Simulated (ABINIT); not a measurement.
## Run report: MoS2, phonon calculation (part 1 of 4)

System: MoS2 (P-6m2, 3 atoms in the cell).
Method: Kohn-Sham DFT of a periodic cell, LDA, HGH LDA, no spin polarisation (ABINIT 10.8.3).

The structure derives from a Materials Project entry.

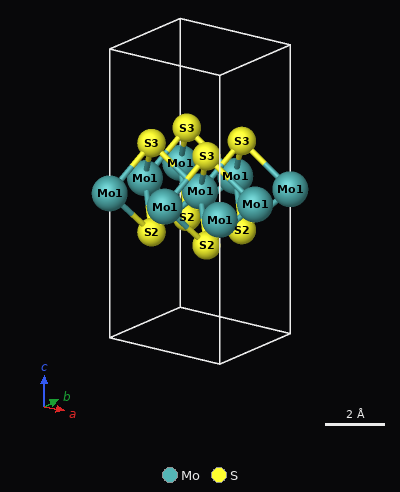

The structure (ball-and-stick view of the 2 × 2 repeat of the cell, with the vacuum cut short, seen slightly off an axis; atoms are numbered from 1 in the order of the input). An atom can appear more than once, as a periodic image. Near neighbours in the periodic cell (some may lie outside the picture): Mo has 6 S at 2.39 Å; S has 3 Mo at 2.39 Å.

Input file
```
# Datasets
ndtset 3

# Pseudopotentials
pp_dirpath "./"
pseudos "Mo.hgh, S.hgh"

# Structure
acell 3*1.0 Angstrom
rprim
     3.1391079100     0.0000000000     0.0000000000
    -1.5695539600     2.7185472000     0.0000000000
     0.0000000000     0.0000000000    17.3722854000
ntypat 2
znucl 42 16
natom 3
typat 1 2 2
chkprim 0
chksymtnons 0
tolsym 1.0e-6
xred
            0.0            0.0            0.0
            1/3            2/3   0.9101180800
            1/3            2/3   0.0898819200

# Plane-wave basis
ecut 38.0
ecutsm 0.5

# k points
ngkpt 8 8 2
nshiftk 1
shiftk 0.0 0.0 0.5

# Exchange and correlation
ixc 7

# Bands and occupations
nband 9
occopt 1

# SCF cycle
nstep 80
diemac 6.0

# Output
prteig 0
prtebands 0
prtwf 0
prtden 0
prtpot 0

# Dataset 1: ground state
kptopt1 1
tolvrs1 1.0e-15
prtwf1 1

# Dataset 2: derivatives of the wave functions by k
iscf2 -3
rfelfd2 2
rfdir2 1 1 1
getwfk2 1
kptopt2 2
nqpt2 1
qpt2 0.0 0.0 0.0
tolwfr2 1.0e-18
prtwf2 1

# Dataset 3: response at q = 0 to electric field, atomic displacements
rfelfd3 3
rfphon3 1
rfatpol3 1 3
rfdir3 1 1 1
getwfk3 1
getddk3 2
kptopt3 2
nqpt3 1
qpt3 0.0 0.0 0.0
tolvrs3 1.0e-10
```

File mrgddb.in
```
merged_DDB
MoS2
2
runo_DS1_DDB
runo_DS3_DDB
```

File anaddb.abi
```
ddb_filepath "merged_DDB"
output_file "anaddb.abo"
outdata_prefix "ana"
asr 1
chneut 1
dipdip 1
dieflag 1
enunit 0
nfreq 1
frmin 0.0
frmax 0.0
eivec 1
nph1l 1
qph1l 0.0 0.0 0.0 1.0
nph2l 3
qph2l
  1.0 0.0 0.0 0.0
  0.0 1.0 0.0 0.0
  0.0 0.0 1.0 0.0
```

Command:
```bash
mpirun --bind-to none -np 4 abinit run.abi > log 2>&1
mrgddb < mrgddb.in > mrgddb.log 2>&1
anaddb anaddb.abi > anaddb.log 2>&1
```

Log
```
.Version 10.8.3 of ABINIT
 DATASET    1 : space group P-6 m 2 (#187); Bravais hP (primitive hexag.)
================================================================================
 Values of the parameters that define the memory need for DATASET  1.
     intxc =       0    ionmov =       0      iscf =       7    lmnmax =       6
     lnmax =       6     mgfft =     192  mpssoang =       3    mqgrid =    9110
     natom =       3  nloc_mem =       1    nspden =       1   nspinor =       1
    nsppol =       1      nsym =      12    n1xccc =       0    ntypat =       2
    occopt =       1   xclevel =       1
       mpw =       11222          nfft =      248832          nkpt =          10
================================================================================
================================================================================

 DATASET    2 : space group P-6 m 2 (#187); Bravais hP (primitive hexag.)
================================================================================
 Values of the parameters that define the memory need for DATASET  2 (RF).
     intxc =       0      iscf =      -3    lmnmax =       6     lnmax =       6
     mgfft =     192  mpssoang =       3    mqgrid =    9110     natom =       3
  nloc_mem =       1    nspden =       1   nspinor =       1    nsppol =       1
      nsym =      12    n1xccc =       0    ntypat =       2    occopt =       1
   xclevel =       1
      nfft =      248832          nkpt =          64
================================================================================
================================================================================

 DATASET    3 : space group P-6 m 2 (#187); Bravais hP (primitive hexag.)
================================================================================
 Values of the parameters that define the memory need for DATASET  3 (RF).
     intxc =       0      iscf =       7    lmnmax =       6     lnmax =       6
     mgfft =     192  mpssoang =       3    mqgrid =    9110     natom =       3
  nloc_mem =       1    nspden =       1   nspinor =       1    nsppol =       1
      nsym =      12    n1xccc =       0    ntypat =       2    occopt =       1
   xclevel =       1
      nfft =      248832          nkpt =          64
================================================================================
================================================================================

--------------------------------------------------------------------------------
------------- Echo of variables that govern the present computation ------------
--------------------------------------------------------------------------------
 -outvars: echo values of preprocessed input variables --------
            acell      1.8897261259E+00  1.8897261259E+00  1.8897261259E+00 Bohr
              amu      9.59400000E+01  3.20660000E+01
          chkprim           0
      chksymtnons           0
           diemac      6.00000000E+00
             ecut      3.80000000E+01 Hartree
           ecutsm      5.00000000E-01 Hartree
           getddk1          0
           getddk2          0
           getddk3          2
           getwfk1          0
           getwfk2          1
           getwfk3          1
             iscf1          7
             iscf2         -3
             iscf3          7
              ixc           7
           jdtset        1    2    3
                       outvar_i_n : Printing only first  50 k-points.
           kptopt1          1
           kptopt2          2
           kptopt3          2
         kptrlatt        8    0    0      0    8    0      0    0    2
          kptrlen      4.74564338E+01
            natom           3
            nband1          9
            nband2          9
            nband3          9
           ndtset           3
            ngfft          36      36     192
             nkpt1         10
             nkpt2         64
             nkpt3         64
             nqpt1          0
             nqpt2          1
             nqpt3          1
            nstep          80
             nsym          12
           ntypat           2
        optdriver1          0
        optdriver2          1
        optdriver3          1
           prtden           0
        prtebands           0
           prteig           0
            prtwf1          1
            prtwf2          1
            prtwf3          0
           rfelfd1          0
           rfelfd2          2
           rfelfd3          3
           rfphon1          0
           rfphon2          0
           rfphon3          1
            rprim      3.1391079100E+00  0.0000000000E+00  0.0000000000E+00
                      -1.5695539600E+00  2.7185472000E+00  0.0000000000E+00
                       0.0000000000E+00  0.0000000000E+00  1.7372285400E+01
           shiftk      0.00000000E+00  0.00000000E+00  5.00000000E-01
          spgroup         187
           tolsym      1.00000000E-06
           tolvrs1     1.00000000E-15
           tolvrs2     0.00000000E+00
           tolvrs3     1.00000000E-10
           tolwfr1     0.00000000E+00
           tolwfr2     1.00000000E-18
           tolwfr3     0.00000000E+00
            typat      1  2  2
                       outvars : Printing only first  50 k-points.
           xangst      0.0000000000E+00  0.0000000000E+00  0.0000000000E+00
                      -3.3333331872E-09  1.8123648000E+00  1.5810831033E+01
                      -3.3333331872E-09  1.8123648000E+00  1.5614543665E+00
            xcart      0.0000000000E+00  0.0000000000E+00  0.0000000000E+00
                      -6.2990868102E-09  3.4248731122E+00  2.9878140476E+01
                      -6.2990868102E-09  3.4248731122E+00  2.9507211109E+00
             xred      0.0000000000E+00  0.0000000000E+00  0.0000000000E+00
                       3.3333333333E-01  6.6666666667E-01  9.1011808000E-01
                       3.3333333333E-01  6.6666666667E-01  8.9881920000E-02
            znucl       42.00000   16.00000

================================================================================

 chkinp: Checking input parameters for consistency, jdtset=   1.

 chkinp: Checking input parameters for consistency, jdtset=   2.

 chkinp: Checking input parameters for consistency, jdtset=   3.

================================================================================
== DATASET  1 ==================================================================

--- !DatasetInfo
iteration_state: {dtset: 1, }
dimensions: {natom: 3, nkpt: 10, mband: 9, nsppol: 1, nspinor: 1, nspden: 1, mpw: 11222, }
cutoff_energies: {ecut:  38.0, pawecutdg:  -1.0, }
electrons: {nelect:   1.80000000E+01, charge:   0.00000000E+00, occopt:   1.00000000E+00, tsmear:   1.00000000E-02, }
meta: {optdriver: 0, ionmov: 0, optcell: 0, iscf: 7, paral_kgb: 0, }
...

 Exchange-correlation functional for the present dataset will be:
  LDA: Perdew-Wang 92 LSD fit to Ceperley-Alder data - ixc=7
  J.P.Perdew and Y.Wang, PRB 45, 13244 (1992)

 Real(R)+Recip(G) space primitive vectors, cartesian coordinates (Bohr,Bohr^-1):
 R(1)=  5.9320542  0.0000000  0.0000000  G(1)=  0.1685757  0.0973272  0.0000000
 R(2)= -2.9660271  5.1373097  0.0000000  G(2)=  0.0000000  0.1946544  0.0000000
 R(3)=  0.0000000  0.0000000 32.8288616  G(3)=  0.0000000  0.0000000  0.0304610
 Unit cell volume ucvol=  1.0004530E+03 bohr^3
 Angles (23,13,12)=  9.00000000E+01  9.00000000E+01  1.20000000E+02 degrees

 getcut: wavevector=  0.0000  0.0000  0.0000  ngfft=  36  36 192
         ecut(hartree)=     38.000   => boxcut(ratio)=   2.10760

--- Pseudopotential description ------------------------------------------------
- pspini: atom type   1  psp file is ./Mo.hgh
  42.00000   6.00000     10605                znucl, zion, pspdat
    3    1    2    0      2001   0.00000      pspcod,pspxc,lmax,lloc,mmax,r2well

 pspatm : COMMENT -
  the projectors are not normalized,
  so that the KB energies are not consistent with
  definition in PRB44, 8503 (1991).
  However, this does not influence the results obtained hereafter.

- pspini: atom type   2  psp file is ./S.hgh
  16.00000   6.00000     10605                znucl, zion, pspdat
    3    1    1    0      2001   0.00000      pspcod,pspxc,lmax,lloc,mmax,r2well

 pspatm : COMMENT -
  the projectors are not normalized,
  so that the KB energies are not consistent with
  definition in PRB44, 8503 (1991).
  However, this does not influence the results obtained hereafter.

   1.06980322E+03                                ecore*ucvol(ha*bohr**3)
--------------------------------------------------------------------------------

================================================================================

--- !BeginCycle
iteration_state: {dtset: 1, }
solver: {iscf: 7, nstep: 80, nline: 4, wfoptalg: 0, }
tolerances: {tolvrs: 1.00E-15, }
...

     iter   Etot(hartree)      deltaE(h)  residm     vres2
 ETOT  1  -28.232157938427    -2.823E+01 1.714E-01 7.908E+02
 ETOT  2  -27.227040722747     1.005E+00 8.068E-03 3.700E+04
 ETOT  3  -28.163613874159    -9.366E-01 2.380E-03 1.266E+04
 ETOT  4  -28.615995810098    -4.524E-01 5.691E-03 8.235E+01
 ETOT  5  -28.617269439821    -1.274E-03 4.772E-04 5.532E+01
 ETOT  6  -28.621569617862    -4.300E-03 4.869E-05 3.967E+00
 ETOT  7  -28.621079914855     4.897E-04 2.524E-05 2.704E+01
 ETOT  8  -28.621730804043    -6.509E-04 6.740E-06 5.132E-01
 ETOT  9  -28.621670098916     6.071E-05 3.318E-06 2.072E+00
 ETOT 10  -28.621737201551    -6.710E-05 4.318E-07 3.631E-01
 ETOT 11  -28.621750165063    -1.296E-05 1.752E-07 7.708E-03
 ETOT 12  -28.621750457873    -2.928E-07 2.923E-08 1.503E-03
 ETOT 13  -28.621750471668    -1.380E-08 6.506E-09 3.826E-04
 ETOT 14  -28.621750474119    -2.451E-09 1.005E-09 1.414E-04
 ETOT 15  -28.621750477524    -3.405E-09 4.563E-10 1.699E-06
 ETOT 16  -28.621750477682    -1.579E-10 1.079E-10 1.113E-06
 ETOT 17  -28.621750477715    -3.314E-11 3.995E-11 5.663E-07
 ETOT 18  -28.621750477730    -1.527E-11 1.013E-11 7.847E-08
 ETOT 19  -28.621750477730     3.553E-14 4.189E-12 3.986E-09
 ETOT 20  -28.621750477733    -3.165E-12 9.792E-13 1.553E-10
 ETOT 21  -28.621750477739    -5.471E-12 4.402E-13 4.209E-11
 ETOT 22  -28.621750477737     1.890E-12 9.991E-14 1.401E-12
 ETOT 23  -28.621750477743    -5.638E-12 4.507E-14 4.924E-12
 ETOT 24  -28.621750477736     6.601E-12 1.035E-14 1.658E-13
 ETOT 25  -28.621750477744    -7.972E-12 4.692E-15 3.542E-13
 ETOT 26  -28.621750477736     7.514E-12 1.065E-15 2.918E-15
 ETOT 27  -28.621750477740    -3.475E-12 4.850E-16 8.657E-15
 ETOT 28  -28.621750477738     2.075E-12 1.105E-16 2.137E-15
 ETOT 29  -28.621750477742    -3.940E-12 5.031E-17 1.600E-15
 ETOT 30  -28.621750477745    -3.674E-12 1.152E-17 4.836E-16

 At SCF step   30       vres2   =  4.84E-16 < tolvrs=  1.00E-15 =>converged.

 Cartesian components of stress tensor (hartree/bohr^3)
  sigma(1 1)= -3.06603880E-08  sigma(3 2)=  0.00000000E+00
  sigma(2 2)= -3.06640988E-08  sigma(3 1)=  0.00000000E+00
  sigma(3 3)= -1.27395773E-08  sigma(2 1)=  1.96576317E-12

--- !ResultsGS
iteration_state: {dtset: 1, }
comment   : Summary of ground state results
lattice_vectors:
- [  5.9320542,   0.0000000,   0.0000000, ]
- [ -2.9660271,   5.1373097,   0.0000000, ]
- [  0.0000000,   0.0000000,  32.8288616, ]
lattice_lengths: [   5.93205,    5.93205,   32.82886, ]
lattice_angles: [ 90.000,  90.000, 120.000, ] # degrees, (23, 13, 12)
lattice_volume:   1.0004530E+03
convergence: {deltae: -3.674E-12, res2:  4.836E-16, residm:  1.152E-17, diffor: null, }
etotal    :  -2.86217505E+01
entropy   :   0.00000000E+00
fermie    :  -1.00732352E-01
cartesian_stress_tensor: # hartree/bohr^3
- [ -3.06603880E-08,   1.96576317E-12,   0.00000000E+00, ]
- [  1.96576317E-12,  -3.06640988E-08,   0.00000000E+00, ]
- [  0.00000000E+00,   0.00000000E+00,  -1.27395773E-08, ]
pressure_GPa:   7.2635E-04
xred      :
- [  0.0000E+00,   0.0000E+00,   0.0000E+00, Mo]
- [  3.3333E-01,   6.6667E-01,   9.1012E-01,  S]
- [  3.3333E-01,   6.6667E-01,   8.9882E-02,  S]
cartesian_forces: # hartree/bohr
- [  1.45252629E-26,   9.50431971E-27,  -0.00000000E+00, ]
- [ -8.71515773E-27,  -3.91354341E-27,   5.28982372E-07, ]
- [ -5.81010515E-27,  -5.59077629E-27,  -5.28982372E-07, ]
force_length_stats: {min:   1.73584376E-26, max:   5.28982372E-07, mean:   3.52654914E-07, }
...

 Integrated electronic density in atomic spheres:
 ------------------------------------------------
 Atom  Sphere_radius  Integrated_density
    1        2.00000          2.92640419
    2        2.00000          3.90758791
    3        2.00000          3.90758791
================================================================================

 ----iterations are completed or convergence reached----

 Mean square residual over all n,k,spin=   12.831E-20; max=  11.522E-18
 reduced coordinates (array xred) for    3 atoms
       0.000000000000      0.000000000000      0.000000000000
       0.333333333333      0.666666666667      0.910118080000
       0.333333333333      0.666666666667      0.089881920000
 rms dE/dt=  8.1864E-06; max dE/dt=  1.7366E-05; dE/dt below (all hartree)
    1      -0.000000000000      0.000000000000      0.000000000000
    2       0.000000000000      0.000000000000     -0.000017365889
    3      -0.000000000000      0.000000000000      0.000017365889

 cartesian coordinates (angstrom) at end:
    1      0.00000000000000     0.00000000000000     0.00000000000000
    2     -0.00000000333333     1.81236480000000    15.81083103346003
    3     -0.00000000333333     1.81236480000000     1.56145436653997

 cartesian forces (hartree/bohr) at end:
    1      0.00000000000000     0.00000000000000    -0.00000000000000
    2     -0.00000000000000    -0.00000000000000     0.00000052898237
    3     -0.00000000000000    -0.00000000000000    -0.00000052898237
 frms,max,avg= 2.4936468E-07 5.2898237E-07   0.000E+00  0.000E+00  0.000E+00 h/b

 cartesian forces (eV/Angstrom) at end:
    1      0.00000000000000     0.00000000000000    -0.00000000000000
    2     -0.00000000000000    -0.00000000000000     0.00002720136722
    3     -0.00000000000000    -0.00000000000000    -0.00002720136722
 frms,max,avg= 1.2822847E-05 2.7201367E-05   0.000E+00  0.000E+00  0.000E+00 e/A
 length scales=  1.889726125908  1.889726125908  1.889726125908 bohr
              =  1.000000000000  1.000000000000  1.000000000000 angstroms
 Fermi (or HOMO) energy (hartree) =  -0.10073   Average Vxc (hartree)=  -0.15818
 Eigenvalues (hartree) for nkpt=  10  k points:
 kpt#   1, nband=  9, wtk=  0.01563, kpt=  0.0000  0.0000  0.2500 (reduced coord)
  -0.62058   -0.57323   -0.30842   -0.19333   -0.19333   -0.16381   -0.14908   -0.14908
  -0.10130
 prteigrs : prtvol=0 or 1, do not print more k-points.

--- !EnergyTerms
iteration_state     : {dtset: 1, }
comment             : Components of total free energy in Hartree
kinetic             :  1.53918505933900E+01
hartree             :  9.43253885077666E+01
xc                  : -6.57995992541603E+00
Ewald energy        :  6.77083514515352E+01
psp_core            :  1.06931884101453E+00
local_psp           : -1.98812307871801E+02
non_local_psp       : -1.72439207423519E+00
total_energy        : -2.86217504777454E+01
total_energy_eV     : -7.78837507286022E+02
band_energy         : -5.09051536242868E+00
...

 Cartesian components of stress tensor (hartree/bohr^3)
  sigma(1 1)= -3.06603880E-08  sigma(3 2)=  0.00000000E+00
  sigma(2 2)= -3.06640988E-08  sigma(3 1)=  0.00000000E+00
  sigma(3 3)= -1.27395773E-08  sigma(2 1)=  1.96576317E-12

-Cartesian components of stress tensor (GPa)         [Pressure=  7.2635E-04 GPa]
- sigma(1 1)= -9.02059758E-04  sigma(3 2)=  0.00000000E+00
- sigma(2 2)= -9.02168934E-04  sigma(3 1)=  0.00000000E+00
- sigma(3 3)= -3.74811303E-04  sigma(2 1)=  5.78347493E-08

================================================================================
== DATASET  2 ==================================================================
```
